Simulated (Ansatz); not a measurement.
## Geometry relaxation, with input and output: B3P3H (part 1 of 3)

B3P3H (14 atoms in the cell), computed with DFT PBE, scalar-relativistic, plane waves, PAW, spin-polarised (Ansatz 0.2.0).

It belongs to a series of runs on one base structure; here: zigzag ribbon, 6 formula units a period, edges capped with H, edge spins parallel.

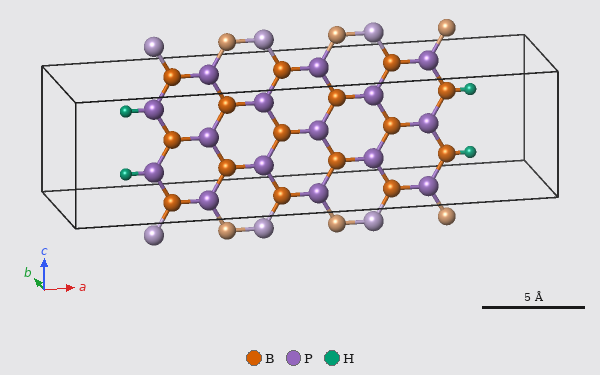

*The starting structure (ball-and-stick view of the 2 repeat of the cell, with the vacuum cut short, seen slightly off an axis; neighbours outside the cell are drawn fainter). An atom can appear more than once, as a periodic image.*

Input
```yaml
crystal:
  lattice:
    - [26.5, 0.0, 0.0]
    - [0.0, 9.3, 0.0]
    - [0.0, 0.0, 3.2139963551]
  atoms:
    - { symbol: B, position: [0.259260158, 0.5, 1.0], spin: 1.0 }
    - { symbol: B, position: [0.3642942143, 0.5, 0.5] }
    - { symbol: B, position: [0.4693282706, 0.5, 1.0] }
    - { symbol: B, position: [0.5743623268, 0.5, 0.5] }
    - { symbol: B, position: [0.6793963831, 0.5, 1.0] }
    - { symbol: B, position: [0.7844304394, 0.5, 0.5], spin: 1.0 }
    - { symbol: P, position: [0.2242488059, 0.5, 0.5], spin: 1.0 }
    - { symbol: P, position: [0.3292828622, 0.5, 0.0] }
    - { symbol: P, position: [0.4343169185, 0.5, 0.5] }
    - { symbol: P, position: [0.5393509747, 0.5, 0.0] }
    - { symbol: P, position: [0.644385031, 0.5, 0.5] }
    - { symbol: P, position: [0.7494190873, 0.5, 0.0], spin: 1.0 }
    - { symbol: H, position: [0.8293360997, 0.5, 0.5] }
    - { symbol: H, position: [0.1706639003, 0.5, 0.5] }
basis:
  ecutwfc: 420
kpoints:
  mp_grid: { grid: [1, 1, 17] }
hamiltonian:
  xc: pbe
scf:
  occupations: { method: gaussian, width: 0.05 }
  lower_state_search: "off"
output:
  forces: true
  stress: true
  eigenvalues: true
  populations: true
  write_density: true
  write_potential: true
  elf: true
  volumetric_format: npy
magnetization:
  spin_polarized: true
relax:
  adjacent_minimum: "off"
  f_tol: 0.02
  max_steps: 45
  cell: { fix: [a, b, alpha, beta, gamma], stress_tol: 0.03 }
```

Hardware: 4 threads of Intel Xeon (Sapphire Rapids), 32 GiB of memory available, shared host.

Launch command:
```bash
ansatz run input.yaml --threads 4 --pin off --max-ram 11264MiB --backend cpu --events-out ev --progress --plain --runs-dir out
```

The program's output
```
Engine: ansatz 0.2.0, x86_64-unknown-linux-gnu
Pseudopotentials: kind: paw
Pseudopotential: B, paw, valence charge 3, recommended cutoff 420 eV (normal), B.paw.azcp
Pseudopotential: P, paw, valence charge 5, recommended cutoff 420 eV (normal), P.paw.azcp
Pseudopotential: H, paw, valence charge 1, recommended cutoff 420 eV (normal), H.paw.azcp
Functional definition: PBE
  parameter kappa = 0.804
  parameter beta = 0.06672455060314922
  exchange = pbe_x(kappa = kappa, mu = beta*pi^2/3)
  correlation = pbe_c(beta = beta)
Crystal: 14 atoms, lattice volume = 792.089 Å³
Basis set: ecut = 420 eV, 15537 PW (Γ), exchange–correlation on 360×128×48 points (8 copies of the dense FFT grid, shifted against one another)
Bands: 41, of which v1, the nominal top of the filled ones, is band 25 counted from 1 (24 counted from 0)
Symmetry: 4 space group operations
Space group: Pmm2 (ITA 25), of the structure as read, at distance tolerance 9.3e-5 Å
Magnetic group: BNS 25.57 (UNI 155), of the structure as read, at distance tolerance 9.3e-5 Å
k-points: 9 of 17
Non-local potential: B, projectors of the file, l = 0: 2, l = 1: 2, l = 2: 1
Non-local potential: P, projectors of the file, l = 0: 2, l = 1: 2, l = 2: 2
Non-local potential: H, projectors of the file, l = 0: 2, l = 1: 1
PAW form: soft (Blöchl's): semilocal exchange-correlation on the pseudo side does not see the compensation charge
PAW one-centre angular grid: B, 110 points (default); XC on 64 Gauss nodes
PAW one-centre angular grid: P, 110 points (default); XC on 64 Gauss nodes
PAW one-centre angular grid: H, 110 points (default); XC on 64 Gauss nodes
Initial density: superposition of atomic densities (neutral atoms: chi_scale 0, normalization atom)
Starting moments: Σ|m| = 4 μB on 4 of 14 sites
Initial wavefunctions: pseudopotential atomic-orbital guess
Functional: x = pbe(κ = 0.804, μ = 0.2195149727645171), c = pbe(β = 0.06672455060314922)
SCF iter   1: F=—  HF=-5506.015822 eV  |F-HF|=—  |Δ(HF+E_count)|=         —  Δρ=2.49e-2 (↑2.06e-2 ↓2.49e-2)  dr2=1.87e1  dr2_m=6.03e-1  M=0.491 μB ∫|m|=0.882 μB  β_m=0.30  ethr=3.10e-3  ⟨swp⟩=11.9  Hψ=5172  notcnv=0  defer=9
preconditioner: auto → Resta (q_TF=auto, 1.722 Å⁻¹)  ε∞=1.8  [insulator: Δε(μ)=0.096 eV  Ē_g=10.632 eV  σ=0.050 eV  W_gap=0.83  n_scr=58 (ndim 8)  ℏωp=9.3 eV  f_vac=0.607  D(μ)=1.05/eV (n_scr^D=4)  ε∞_Penn≈1.8  vacuum switching on, ρ_ref=8.2e-3 e/Å³]
spin=Collinear: Resta preconditioning applied to the charge; magnetization (m = ρ↑ − ρ↓) channel mixes plain (no charge-response kernel on spin).
SCF iter   2: F=—  HF=-5502.724930 eV  |F-HF|=—  |Δ(HF+E_count)|=    3.29e0  Δρ=1.58e-2 (↑1.27e-2 ↓1.58e-2)  dr2=6.67e0  dr2_m=3.97e-1  M=0.003 μB ∫|m|=0.530 μB  β_m=0.30  ethr=3.10e-3  ⟨swp⟩=3.9  Hψ=1583  notcnv=0  defer=176
SCF iter   3: F=—  HF=-5501.677989 eV  |F-HF|=—  |Δ(HF+E_count)|=    1.05e0  Δρ=1.06e-2 (↑8.79e-3 ↓1.06e-2)  dr2=2.05e0  dr2_m=2.13e-1  M=0.000 μB ∫|m|=0.351 μB  β_m=0.30  ethr=3.10e-3  ⟨swp⟩=4.3  Hψ=1562  notcnv=0  defer=163
SCF iter   4: F=—  HF=-5501.239697 eV  |F-HF|=—  |Δ(HF+E_count)|=   4.38e-1  Δρ=5.45e-3 (↑4.83e-3 ↓5.45e-3)  dr2=3.47e-1  dr2_m=1.10e-1  M=0.000 μB ∫|m|=0.263 μB  β_m=0.30  ethr=3.10e-3  ⟨swp⟩=3.6  Hψ=1381  notcnv=0  defer=173
SCF iter   5: F=—  HF=-5501.236041 eV  |F-HF|=—  |Δ(HF+E_count)|=   3.66e-3  Δρ=3.08e-3 (↑3.08e-3 ↓3.05e-3)  dr2=4.24e-2  dr2_m=5.70e-2  M=0.000 μB ∫|m|=0.208 μB  β_m=0.30  ethr=6.93e-4  ⟨swp⟩=5.3  Hψ=1339  notcnv=0  defer=172
SCF iter   6: F=—  HF=-5501.272931 eV  |F-HF|=—  |Δ(HF+E_count)|=   3.69e-2  Δρ=2.14e-3 (↑2.14e-3 ↓2.05e-3)  dr2=6.55e-3  dr2_m=3.00e-2  M=0.000 μB ∫|m|=0.163 μB  β_m=0.30  ethr=8.48e-5  ⟨swp⟩=4.6  Hψ=1219  notcnv=0  defer=175
SCF iter   7: F=—  HF=-5501.294761 eV  |F-HF|=—  |Δ(HF+E_count)|=   2.18e-2  Δρ=1.50e-3 (↑1.50e-3 ↓1.48e-3)  dr2=9.95e-4  dr2_m=1.59e-2  M=0.000 μB ∫|m|=0.128 μB  β_m=0.30  ethr=1.31e-5  ⟨swp⟩=2.9  Hψ=1163  notcnv=0  defer=172
SCF iter   8: F=—  HF=-5501.306113 eV  |F-HF|=—  |Δ(HF+E_count)|=   1.14e-2  Δρ=1.09e-3 (↑1.08e-3 ↓1.09e-3)  dr2=2.08e-4  dr2_m=8.55e-3  M=0.000 μB ∫|m|=0.100 μB  β_m=0.30  ethr=1.99e-6  ⟨swp⟩=2.0  Hψ=1010  notcnv=0  defer=172
Mixer restart at iter 8: flushing history
spin-set hold released at iteration 8 (site moments contracting): the magnetisation degrees of freedom join the quasi-Newton model from the next iteration; the mixer history was flushed
SCF iter   9: F=—  HF=-5501.312142 eV  |F-HF|=—  |Δ(HF+E_count)|=   6.03e-3  Δρ=8.05e-4 (↑7.96e-4 ↓8.05e-4)  dr2=2.38e-5  dr2_m=4.65e-3  M=0.000 μB ∫|m|=0.080 μB  β_m=0.65  ethr=4.15e-7  ⟨swp⟩=2.9  Hψ=1167  notcnv=0  defer=172
SCF iter  10: F=—  HF=-5501.320194 eV  |F-HF|=—  |Δ(HF+E_count)|=   8.05e-3  Δρ=1.37e-4 (↑1.37e-4 ↓1.07e-4)  dr2=2.35e-3  dr2_m=7.21e-5  M=0.000 μB ∫|m|=0.021 μB  β_m=0.49  ethr=4.77e-8  ⟨swp⟩=4.1  Hψ=1945  notcnv=0  defer=176
SCF iter  11: F=—  HF=-5501.319820 eV  |F-HF|=—  |Δ(HF+E_count)|=   3.75e-4  Δρ=7.68e-5 (↑7.64e-5 ↓7.68e-5)  dr2=1.74e-5  dr2_m=4.21e-5  M=0.000 μB ∫|m|=0.016 μB  β_m=0.65  ethr=4.77e-8  ⟨swp⟩=3.3  Hψ=1379  notcnv=0  defer=176
SCF iter  12: F=—  HF=-5501.319903 eV  |F-HF|=—  |Δ(HF+E_count)|=   8.31e-5  Δρ=3.90e-5 (↑3.90e-5 ↓3.61e-5)  dr2=3.42e-5  dr2_m=9.25e-6  M=0.000 μB ∫|m|=0.009 μB  β_m=0.64  ethr=3.47e-8  ⟨swp⟩=2.8  Hψ=1249  notcnv=0  defer=174
SCF iter  13: F=—  HF=-5501.319920 eV  |F-HF|=—  |Δ(HF+E_count)|=   1.72e-5  Δρ=1.12e-5 (↑1.12e-5 ↓1.03e-5)  dr2=6.49e-6  dr2_m=6.90e-7  M=0.000 μB ∫|m|=0.003 μB  β_m=0.54  ethr=3.47e-8  ⟨swp⟩=2.5  Hψ=1026  notcnv=0  defer=174
SCF iter  14: F=—  HF=-5501.319920 eV  |F-HF|=—  |Δ(HF+E_count)|=   6.19e-7  Δρ=7.20e-6 (↑5.56e-6 ↓7.20e-6)  dr2=2.42e-6  dr2_m=2.49e-7  M=0.000 μB ∫|m|=0.002 μB  β_m=0.45  ethr=1.30e-8  ⟨swp⟩=2.1  Hψ=845  notcnv=0  defer=174
SCF iter  15: F=—  HF=-5501.319920 eV  |F-HF|=—  |Δ(HF+E_count)|=   1.44e-8  Δρ=4.42e-6 (↑4.16e-6 ↓4.42e-6)  dr2=5.62e-8  dr2_m=1.31e-7  M=0.000 μB ∫|m|=0.001 μB  β_m=0.64  ethr=2.00e-10  ⟨swp⟩=30.2  Hψ=9985  notcnv=0
iter 16 did not close the SCF: its close was put off for a magnetic moment that had not settled (scf_convergence_deferred on its scf_iter line)
SCF iter  16: F=-5501.319921 eV  HF=-5501.319921 eV  |F-HF|=1.25e-8  |Δ(HF+E_count)|=   3.05e-7  Δρ=2.29e-6 (↑2.29e-6 ↓2.26e-6)  dr2=7.98e-8  dr2_m=3.37e-8  M=0.000 μB ∫|m|=0.001 μB  β_m=0.64  ethr=1.12e-10  ⟨swp⟩=11.4  Hψ=4927  notcnv=0
iter 17 did not close the SCF: its close was put off for a magnetic moment that had not settled (scf_convergence_deferred on its scf_iter line)
SCF iter  17: F=-5501.319921 eV  HF=-5501.319921 eV  |F-HF|=1.62e-9  |Δ(HF+E_count)|=   8.23e-8  Δρ=6.78e-7 (↑4.67e-7 ↓6.78e-7)  dr2=2.74e-9  dr2_m=2.13e-9  M=0.000 μB ∫|m|=0.000 μB  β_m=0.64  ethr=1.12e-10  ⟨swp⟩=8.9  Hψ=4893  notcnv=0
iter 18 did not close the SCF: its close was put off for a magnetic moment that had not settled (scf_convergence_deferred on its scf_iter line)
SCF iter  18: F=-5501.319921 eV  HF=-5501.319921 eV  |F-HF|=8.53e-10  |Δ(HF+E_count)|=   4.43e-9  Δρ=3.05e-7 (↑3.05e-7 ↓2.78e-7)  dr2=2.85e-10  dr2_m=5.91e-10  M=0.000 μB ∫|m|=0.000 μB  β_m=0.75  ethr=5.48e-12  ⟨swp⟩=7.2  Hψ=4300  notcnv=0
iter 19 did not close the SCF: its close was put off for a magnetic moment that had not settled (scf_convergence_deferred on its scf_iter line)
SCF iter  19: F=-5501.319921 eV  HF=-5501.319921 eV  |F-HF|=6.83e-10  |Δ(HF+E_count)|=   1.65e-9  Δρ=1.42e-7 (↑1.42e-7 ↓1.13e-7)  dr2=9.08e-10  dr2_m=9.61e-11  M=0.000 μB ∫|m|=0.000 μB  β_m=0.63  ethr=1.00e-12  ⟨swp⟩=6.9  Hψ=4200  notcnv=0
iter 20 did not close the SCF: its close was put off for a magnetic moment that had not settled (scf_convergence_deferred on its scf_iter line)
SCF iter  20: F=-5501.319921 eV  HF=-5501.319921 eV  |F-HF|=5.17e-10  |Δ(HF+E_count)|=  6.46e-11  Δρ=1.10e-7 (↑8.97e-8 ↓1.10e-7)  dr2=6.63e-10  dr2_m=6.04e-11  M=0.000 μB ∫|m|=0.000 μB  β_m=0.52  ethr=1.00e-12  ⟨swp⟩=6.8  Hψ=4040  notcnv=0
SCF iter  21: F=-5501.319921 eV  HF=-5501.319921 eV  |F-HF|=5.09e-11  |Δ(HF+E_count)|=  3.09e-11  Δρ=7.27e-8 (↑4.38e-8 ↓7.27e-8)  dr2=1.01e-10  dr2_m=2.12e-11  M=0.000 μB ∫|m|=0.000 μB  ethr=1.00e-12  ⟨swp⟩=6.2  Hψ=3707  notcnv=0
WARN: the starting moments were not kept: the SCF closed with an absolute magnetisation of 2.1e-5 μB, where they sum to 4 μB in size (4 sites). That is at most 0.1 of that sum. Measured as dr2_m measures the in/out step, that magnetisation stands 1.7e-11 eV from none, at or under the dr2_threshold of 1.0e-7 eV: it is no larger than a step whose dr2_m would equal this threshold. The system may hold no moment; this SCF shows only that its start led to no more than that. To try another start: raise the starting moments (crystal.atoms[].spin, magnetization.per_species, magnetization.initial_magnetization, or on a non-collinear deck that types none of these the spinor_matrix: blocks that start its atoms; where the total moment is fixed, keep their sum and leave initial_magnetization as it is; typed ones take the place of any that the run laid by itself, positive ones on a crystal's lanthanoids without a Hubbard term where scf.initial_density.shell_occupations: [] is typed) or, if the notice of its spin-set hold's release reads "site moments contracting" or "site moments show no strong build", lengthen the hold (scf.mixing.spin_hold: { on: { confirm: 4 } }; for m-r²SCAN on two components see the key's manual first). Each may lead to a state that holds a moment. A second SCF, from the converged charge density, with the starting moments and any scf.initial_density.shell_occupations laid on it anew, would have followed, and was not run: the deck does not ask for one (magnetization.retry_lost_moments is false, the default). To let it run, set magnetization.retry_lost_moments: true and run the deck again, where that key's refused combinations let it; where memory then withholds it, that run's warning says so.
SCF 1 converged in 21 iterations: F = -5501.319921 eV  dr2 = 1.01e-10
  greatest PAW one-centre occupation: 0.778 electrons in one spin orbital (limit 2), on the P atom at site 11 (counted from 0), in its partial waves of l = 0
relax step   1: F+E_penalty+E_count = -5501.31992087 eV  Δ(F+E_penalty+E_count) = +0.000e0 eV  max|allowed force component| = 1.008e0 eV/Å  Δτ_max = 0.0000 Å  P = -0.067 GPa  Ω = 792.089 Å³  fix = [a, b, alpha, beta, gamma]  reactions: a -0.119, b +0.014 GPa  (21 SCF iters, dr2 threshold 1.00e-7 eV, accepted)
Crystal: 14 atoms, lattice volume = 794.033 Å³
Basis set: ecut = 420 eV, 15585 PW (Γ), exchange–correlation on 360×128×48 points (8 copies of the dense FFT grid, shifted against one another)
Initial density: handed on by an earlier stage of this run
Starting moments: Σ|m| = 4 μB on 4 of 14 sites; this step starts from the density that it was given
Initial wavefunctions: those handed on with the density
iter 1 solved again at ethr=2.51e-5 eV; its pass at ethr=3.10e-3 eV (dr2=1.26e-2 eV) is discarded
```
